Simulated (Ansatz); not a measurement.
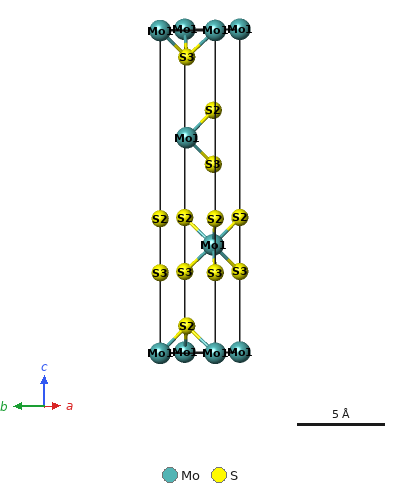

*The input geometry (ball-and-stick view of the cell 3 times as large as that of the calculation, set on its symmetry axes, seen at an oblique angle; atoms are numbered from 1 in the order of the input).*

Near neighbours in the crystal (not all of them lie inside the picture): Mo has 6 S at 2.40 Å; S has 3 Mo at 2.40 Å.

## MoS2: GW calculation

The run: GW calculation of MoS2 (R3m, 3 atoms in the cell). Method and program: DFT, HSE06, plane waves, PAW, no spin polarisation (Ansatz 0.2.0).

The structure was built on a prototype by a generator. Some settings of this run were made unusual or wrong on purpose. The geometry comes from this level: r2scan-rvv10. Figures and captions count atoms from 1; the log counts them from 0 in places.

**The input**
```yaml
crystal:
  lattice:
    - [1.5875907347, 0.916595938, 6.1939395993]
    - [-1.5875907347, 0.916595938, 6.1939395993]
    - [0.0, -1.833191876, 6.1939395993]
  atoms:
    - { symbol: Mo, position: [-1.46007e-05, -1.46007e-05, -1.46007e-05] }
    - { symbol: S, position: [0.4170015121, 0.4170015121, 0.4170015121] }
    - { symbol: S, position: [0.2496797553, 0.2496797553, 0.2496797553] }
kpoints:
  mp_grid: { grid: [4, 4, 4] }
hamiltonian:
  xc: hse06
scf:
  occupations: { method: fixed }
gw:
  n_empty_bands: 8
  ecut_chi: 80
  qp_bands: [v1, c1]
  qp_kpoints: band_edges
  screening: { model: contour_deformation }
```

Machine: 4 threads of Arm Neoverse N1, 98 GiB of memory available, shared host.

Command:
```bash
ansatz run input.yaml --threads 4 --pin off --max-ram 3686MiB --backend cpu --events-out ev --progress --plain --runs-dir out
```

**Output**
```
Engine: ansatz 0.2.0, aarch64-unknown-linux-gnu
Pseudopotentials: kind: paw
Pseudopotential: Mo, paw, valence charge 14, recommended cutoff 420 eV (normal), Mo.paw.azcp
Pseudopotential: S, paw, valence charge 6, recommended cutoff 420 eV (normal), S.paw.azcp
Functional definition: HSE06
  parameter a = 0.25
  parameter omega = 0.11/bohr
  exchange = pbe_x - a*pbe_x_sr(omega) + a*exact_x_sr(omega)
  correlation = pbe_c
davidson cushion auto → on  (no smearing: the cushion is to keep the highest requested band from converging to the state above it; pin scf.eigensolver.cushion to override)
Crystal: 3 atoms, lattice volume = 54.080 Å³
Basis set: ecut = 420 eV, 1035 PW (Γ)
Bands: 17, of which v1, the nominal top of the filled ones, is band 13 counted from 1 (12 counted from 0)
Symmetry: 6 space group operations
Space group: R3m (ITA 160), of the structure as read, at distance tolerance 3.8e-5 Å
k-points: 13 of 64 (time reversal used)
Non-local potential: Mo, projectors of the file, l = 0: 3, l = 1: 2, l = 2: 2, l = 3: 1
Non-local potential: S, projectors of the file, l = 0: 2, l = 1: 2, l = 2: 2
PAW form: soft (Blöchl's): semilocal exchange-correlation on the pseudo side does not see the compensation charge
PAW frozen core: Mo, regenerated for the run's functional, and the local potential with it (the file was generated under x = pbe(κ = 0.804, μ = 0.2195149727645171), c = pbe(β = 0.06672455060314922))
PAW frozen core: S, regenerated for the run's functional, and the local potential with it (the file was generated under x = pbe(κ = 0.804, μ = 0.2195149727645171), c = pbe(β = 0.06672455060314922))
PAW one-centre angular grid: Mo, 590 points (default); XC on 64 Gauss nodes
PAW one-centre angular grid: S, 110 points (default); XC on 64 Gauss nodes
Initial density: superposition of atomic densities (neutral atoms: chi_scale 0, normalization atom), corrected by the library's trained network
Initial wavefunctions: pseudopotential atomic-orbital guess
Functional: x = pbe(κ = 0.804, μ = 0.2195149727645171), c = pbe(β = 0.06672455060314922), warm-up for x = pbe(κ = 0.804, μ = 0.2195149727645171) + 0.25 (exact − pbe) at short range (hse, ω = 0.20786987370883472 Å⁻¹), c = pbe(β = 0.06672455060314922); HSE06 as pw.x's `hse` composes it (authors' and Libxc's form: `xc: wpbeh`)
SCF iter   1: F=—  HF=-6762.822914 eV  |F-HF|=—  |Δ(HF+E_count)|=         —  Δρ=5.56e-3  dr2=4.17e-3  ethr=1.77e-3  ⟨swp⟩=5.3  Hψ=953  notcnv=0
preconditioner: auto → none  [insulator: Δε(μ)=1.228 eV  Ē_g=8.150 eV  n_scr=16 (ndim 8)  ℏωp=21.4 eV  f_vac=0.018]
SCF iter   2: F=—  HF=-6762.827670 eV  |F-HF|=—  |Δ(HF+E_count)|=   4.76e-3  Δρ=2.86e-3  dr2=1.29e-3  ethr=1.60e-5  ⟨swp⟩=4.0  Hψ=698  notcnv=0
SCF iter   3: F=—  HF=-6762.830852 eV  |F-HF|=—  |Δ(HF+E_count)|=   3.18e-3  Δρ=2.43e-3  dr2=9.02e-3  ethr=4.97e-6  ⟨swp⟩=4.0  Hψ=715  notcnv=0  recentre
iter 4 solved again at ethr=4.68e-7 eV; its pass at ethr=4.97e-6 eV (dr2=1.22e-4 eV) is discarded
SCF iter   4: F=-6762.829588 eV  HF=-6762.829666 eV  |F-HF|=7.88e-5  |Δ(HF+E_count)|=   1.19e-3  Δρ=3.75e-4  dr2=1.23e-4  ethr=4.68e-7  ⟨swp⟩=2.0  Hψ=1131  notcnv=0
SCF 1 stopped early in 4 iterations: F = -6762.829588 eV  dr2 = 1.23e-4
  greatest PAW one-centre occupation: 0.998 electrons in one spin orbital (limit 2), on the Mo atom at site 0 (counted from 0), in its partial waves of l = 0
Initial density: handed on by an earlier stage of this run
Initial wavefunctions: those handed on with the density
Functional: x = pbe(κ = 0.804, μ = 0.2195149727645171) + 0.25 (exact − pbe) at short range (hse, ω = 0.20786987370883472 Å⁻¹), c = pbe(β = 0.06672455060314922); HSE06 as pw.x's `hse` composes it (authors' and Libxc's form: `xc: wpbeh`)
Exchange kernel: α = 0.2500, screened, ω = 0.2079 Å⁻¹, Wigner–Seitz truncation, v(0) = 1002.2915 eV·Å³, q-mesh 4×4×4, nearest image of the exchange supercell L = 12.70 Å, pair-density grid 27×27×27, without the augmentation charges, whose exchange is taken in its separable form by FFT convolution over the k-point mesh (sized by the pseudopotential files, 24×24×40 at the most), smooth part of the exact exchange by density-matrix convolution
Frozen-core exchange: fock
SCF iter   1: F=—  HF=-6765.872885 eV  |F-HF|=—  |Δ(HF+E_count)|=         —  Δρ=1.20e-2  dr2=1.60e-1  ethr=4.72e-6  ⟨swp⟩=5.8  Hψ=996  notcnv=0
preconditioner: auto → none  [insulator: Δε(μ)=1.753 eV  Ē_g=9.658 eV  n_scr=16 (ndim 8)  ℏωp=21.4 eV  f_vac=0.017]
SCF iter   2: F=—  HF=-6765.910337 eV  |F-HF|=—  |Δ(HF+E_count)|=   3.75e-2  Δρ=1.56e-2  dr2=4.26e-1  ethr=4.72e-6  ⟨swp⟩=5.1  Hψ=1005  notcnv=0  recentre
SCF iter   3: F=—  HF=-6765.843516 eV  |F-HF|=—  |Δ(HF+E_count)|=   6.68e-2  Δρ=3.62e-3  dr2=9.82e-3  ethr=4.72e-6  ⟨swp⟩=5.0  Hψ=919  notcnv=0
SCF iter   4: F=—  HF=-6765.848756 eV  |F-HF|=—  |Δ(HF+E_count)|=   5.24e-3  Δρ=1.73e-3  dr2=1.98e-3  ethr=4.72e-6  ⟨swp⟩=3.2  Hψ=718  notcnv=0
SCF iter   5: F=—  HF=-6765.848330 eV  |F-HF|=—  |Δ(HF+E_count)|=   4.26e-4  Δρ=4.77e-4  dr2=1.11e-4  ethr=4.72e-6  ⟨swp⟩=3.0  Hψ=582  notcnv=0
SCF iter   6: F=—  HF=-6765.848658 eV  |F-HF|=—  |Δ(HF+E_count)|=   3.29e-4  Δρ=3.81e-4  dr2=2.00e-4  ethr=1.94e-7  ⟨swp⟩=3.2  Hψ=683  notcnv=0
SCF iter   7: F=—  HF=-6765.848625 eV  |F-HF|=—  |Δ(HF+E_count)|=   3.39e-5  Δρ=6.30e-5  dr2=9.31e-6  ethr=1.94e-7  ⟨swp⟩=3.2  Hψ=603  notcnv=0
SCF iter   8: F=-6765.848623 eV  HF=-6765.848623 eV  |F-HF|=9.09e-8  |Δ(HF+E_count)|=   1.85e-6  Δρ=2.20e-5  dr2=1.04e-6  ethr=3.23e-8  ⟨swp⟩=3.0  Hψ=554  notcnv=0
SCF 2 stopped early in 8 iterations: F = -6765.848623 eV  dr2 = 1.04e-6
hybrid outer 1: dexx = +8.895e-3 eV, tail = 1.21e-5 eV
Exchange kernel: α = 0.2500, screened, ω = 0.2079 Å⁻¹, Wigner–Seitz truncation, v(0) = 1002.2915 eV·Å³, q-mesh 4×4×4, nearest image of the exchange supercell L = 12.70 Å, pair-density grid 27×27×27, without the augmentation charges, whose exchange is taken in its separable form by FFT convolution over the k-point mesh (sized by the pseudopotential files, 24×24×40 at the most), smooth part of the exact exchange by density-matrix convolution
Frozen-core exchange: fock
SCF iter   1: F=—  HF=-6765.848586 eV  |F-HF|=—  |Δ(HF+E_count)|=         —  Δρ=4.44e-5  dr2=4.98e-7  ethr=2.32e-7  ⟨swp⟩=3.0  Hψ=539  notcnv=0
preconditioner: auto → none  [insulator: Δε(μ)=1.752 eV  Ē_g=9.557 eV  n_scr=16 (ndim 8)  ℏωp=21.4 eV  f_vac=0.018]
iter 2 solved again at ethr=9.21e-11 eV; its pass at ethr=1.75e-9 eV (dr2=2.40e-8 eV) is discarded
SCF iter   2: F=-6765.848586 eV  HF=-6765.848586 eV  |F-HF|=8.41e-9  |Δ(HF+E_count)|=   9.56e-8  Δρ=1.56e-5  dr2=5.34e-8  ethr=9.21e-11  ⟨swp⟩=2.0  Hψ=1130  notcnv=0
SCF 3 converged in 2 iterations: F = -6765.848586 eV  dr2 = 5.34e-8
```

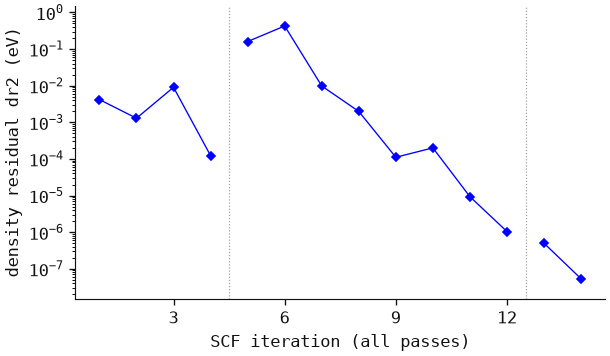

*Convergence of the self-consistent field: density residual dr2 against the SCF iteration. The run starts with a semilocal functional; after that each stretch between dotted lines is one SCF of the hybrid functional between two exact rebuilds of the exchange operator by the outer loop. Early passes are stopped at a loose threshold.*

The passes take 4, 8 and 2 iterations.

```
hybrid outer 2: dexx = +2.432e-7 eV, tail = 1.17e-7 eV, Δε = 8.51e-4 eV (about 8.51e-5 eV left of the loop's levels)
NSCF: frozen V_eff on 13 k-points
Exchange-term sweep: 0 of 13 (spin, k) points
Exchange-term sweep: 1 of 13 (spin, k) points
Exchange-term sweep: 2 of 13 (spin, k) points
Exchange-term sweep: 3 of 13 (spin, k) points
Exchange-term sweep: 4 of 13 (spin, k) points
Exchange-term sweep: 5 of 13 (spin, k) points
Exchange-term sweep: 6 of 13 (spin, k) points
Exchange-term sweep: 7 of 13 (spin, k) points
Exchange-term sweep: 8 of 13 (spin, k) points
Exchange-term sweep: 9 of 13 (spin, k) points
Exchange-term sweep: 10 of 13 (spin, k) points
Exchange-term sweep: 11 of 13 (spin, k) points
Exchange-term sweep: 12 of 13 (spin, k) points
Exchange-term sweep: 13 of 13 (spin, k) points
G₀W₀ screening: q 1/13
G₀W₀ screening: q 2/13 (q-point 5)
G₀W₀ screening: q 3/13 (q-point 2)
G₀W₀ screening: q 4/13
G₀W₀ screening: q 5/13 (q-point 6)
G₀W₀ screening: q 6/13 (q-point 9)
G₀W₀ screening: q 7/13 (q-point 10)
G₀W₀ screening: q 8/13 (q-point 11)
G₀W₀ screening: q 9/13 (q-point 12)
G₀W₀ screening: q 10/13 (q-point 3)
G₀W₀ screening: q 11/13 (q-point 7)
G₀W₀ screening: q 12/13 (q-point 8)
G₀W₀ screening: q 13/13
G₀W₀ self-energy: k 1/10
G₀W₀ self-energy: k 2/10
G₀W₀ self-energy: k 3/10
G₀W₀ self-energy: k 4/10
G₀W₀ self-energy: k 5/10
G₀W₀ self-energy: k 6/10
G₀W₀ self-energy: k 7/10
G₀W₀ self-energy: k 8/10
G₀W₀ self-energy: k 9/10
G₀W₀ self-energy: k 10/10
NSCF: frozen V_eff on 1 k-points
NSCF: frozen V_eff on 1 k-points
NSCF: frozen V_eff on 1 k-points
hybrid SCF converged: 2 outer / 10 inner (+4 warm-up), last move |dexx| = 2.43e-7 eV, tail = 1.17e-7 eV
Stability not checked: this state was not tested for a lower state beside it, because the functional holds exact exchange (a hybrid, or Hartree-Fock), whose exchange loop this test does not read (fock_operator; see scf.lower_state_search)
Free energy (F): -6765.848586 eV
Frozen-core exchange: fock
Harris-Foulkes:  -6765.848586 eV  (|F-HF|=8.41e-9)
Internal energy: -6765.848586 eV  (E = F + TS)
E sigma→0 (E₀):  -6765.848586 eV
Fermi energy:    10.414243 eV
--- Per-component energies (eV) ---
  E_band       = -205.555549
  E_kinetic    = 653.796185
  E_local      = -1990.105975  (includes V_loc(G=0)·N_el)
  E_nonlocal   = 197.047886
  E_hartree    = 765.912993
  E_xc         = -303.545478
  E_vxc        = -323.230903  (∫ρ·V_xc dr)
  E_exx        = -64.404651  (= α·E_x^exact, valence–valence)
  E_paw        = -4413.880757  (= ΣΔE_a)
  E_vpaw       = -146.080805  (= ΣTr[D̂ρ^β])
  E_aug_tail   = 0.000042  (compensation charges beyond the density's cutoff)
  E_ewald      = -1610.042890
  E_core_change = -0.625942  (= ΣΔE_core)
  E_smearing   = -0.000000  (= −TS)
  E_closure    = -0.000000  (closes the sum)
  Σ components = -6765.848586   (vs F -6765.848586, Δ=-9.09e-13)
--- Band table (eV; the first three rows and the last of 13) ---
  k-point 0: bands = ["-55.1578", "-27.8867", "-27.6433", "-27.6433", "-6.2099", "-4.3778", "2.7098", "6.6255", "6.6255", "7.9495", "7.9495", "8.9178", "9.1930", "13.1512", "13.1512"]
  k-point 1: bands = ["-55.1342", "-27.8787", "-27.8415", "-27.6972", "-5.2616", "-4.0854", "3.5729", "5.2029", "5.8677", "6.8135", "7.5886", "8.5202", "8.7611", "12.2466", "12.8100"]
  k-point 2: bands = ["-55.1110", "-28.1082", "-27.7943", "-27.7517", "-4.0312", "-3.7344", "3.0149", "4.2838", "4.8342", "6.0145", "7.7427", "8.5684", "8.8007", "12.6491", "13.0949"]
  k-point 12: bands = ["-55.1578", "-27.8868", "-27.6433", "-27.6433", "-5.9457", "-4.8217", "3.7703", "6.5519", "6.6088", "6.6088", "7.9826", "7.9826", "10.4142", "13.2493", "13.2493"]
  guard bands above this table: 2 of the run's 17 bands. The solve was not asked for them (output.publish_guard_bands: true or output.eigenvalues: true publishes all)
--- G₀W₀: contour deformation, 6 samples at zero and on the imaginary axis and 1 off it, 64 q-points, 8 empty bands' worth ---
  eigenvalues of the whole cell's RPA ε∞ on this k-mesh (on a slab, of 1 + 4πα/V) = 4.5695, 9.9540, 9.9540; static W/v taken at q = 0 is 0.058521
  bands read: the sum over 21 bands ends inside a degenerate multiplet in 3 slots, whose members it reads at an even weight; the widest, k=0: bands 21 to 22 (counted from 1) at 1/2 each
  gw.qp_kpoints: band_edges: 10 of 13 stored k-points solved, in 1 pass; an edge of the gap read off the rows below is read off those points alone
    valence top: of the k-points left out ik 0 came nearest to being solved in a further pass, in band 13 (counted from 1, as in the quasiparticle table): it holds the edge there only if its correction is more favourable than any solved in that band by at least 1.221 eV; those differ by 0.134 eV
    conduction bottom: of the k-points left out ik 11 came nearest to being solved in a further pass, in band 14 (counted from 1, as in the quasiparticle table): it holds the edge there only if its correction is more favourable than any solved in that band by at least 0.427 eV; those differ by 0.178 eV
    ik  band        ε_KS         Σx   Σc(E_QP)       V_xc       Z   E_QP_lin       E_QP  E_QP is
     1    13      8.7611   -19.2743     2.4562   -18.1908  0.7621    10.1108    10.1337  root
     1    14     12.2466   -13.3638    -2.6509   -17.4856  0.7794    13.7526    13.7175  root
     2    13      8.8007   -18.0723     2.4590   -16.8776  0.7759    10.0466    10.0650  root
     2    14     12.6491   -16.1630    -3.3293   -21.1323  0.7533    14.3485    14.2891  root
     3    13      8.9047   -19.3928     2.4643   -18.3011  0.7651    10.2556    10.2774  root
     3    14     12.3952   -13.5512    -2.7118   -17.7495  0.7776    13.9211    13.8817  root
     4    13      9.0904   -19.4198     2.1316   -18.6861  0.7680    10.4700    10.4883  root
     4    14     12.4164   -14.9457    -2.6314   -19.1791  0.7697    14.0668    14.0184  root
     5    13      9.1152   -19.4372     2.1300   -18.7028  0.7685    10.4928    10.5108  root
     5    14     12.1665   -14.4290    -2.5279   -18.5245  0.7747    13.7742    13.7340  root
     6    13      8.9630   -18.1950     2.4938   -16.9743  0.7788    10.2183    10.2362  root
     6    14     12.5995   -16.1740    -3.3092   -21.1257  0.7540    14.3001    14.2421  root
     7    13     10.0937   -19.5338     2.1297   -18.7699  0.7749    11.4453    11.4596  root
     7    14     13.1913   -13.4604    -2.7892   -17.8971  0.7806    14.8913    14.8388  root
     9    13      8.8947   -18.1808     2.4858   -16.9674  0.7774    10.1488    10.1670  root
     9    14     12.6222   -16.1651    -3.3180   -21.1243  0.7537    14.3220    14.2634  root
    10    13      8.9213   -19.3527     2.3942   -18.3360  0.7648    10.2775    10.2988  root
    10    14     12.6243   -14.2798    -2.6918   -18.5839  0.7720    14.2860    14.2365  root
    12    13     10.4142   -19.8896     1.9541   -19.3335  0.7738    11.7998    11.8122  root
    12    14     13.2493   -13.4576    -2.8103   -17.9166  0.7802    14.9519    14.8979  root
```

**Outcome**

- outcome: converged
- space group (tolerance 0.01 Å): R3m (160)
- electrons treated: 26
- free energy: −6765.8486 eV
- Fermi energy: 10.414 eV
- gap on the k-point mesh: 1.75 eV
- quasiparticle gap on the mesh: 1.91 eV
- wall time: 55 s (CPU time 3.2 min)
- peak memory: 0.89 GiB

**What went wrong**

Some settings of this run were drawn to be unusual or wrong. It converged; results that depend on the unusual settings are not reference values. The GW levels are not extrapolated in basis or mesh.
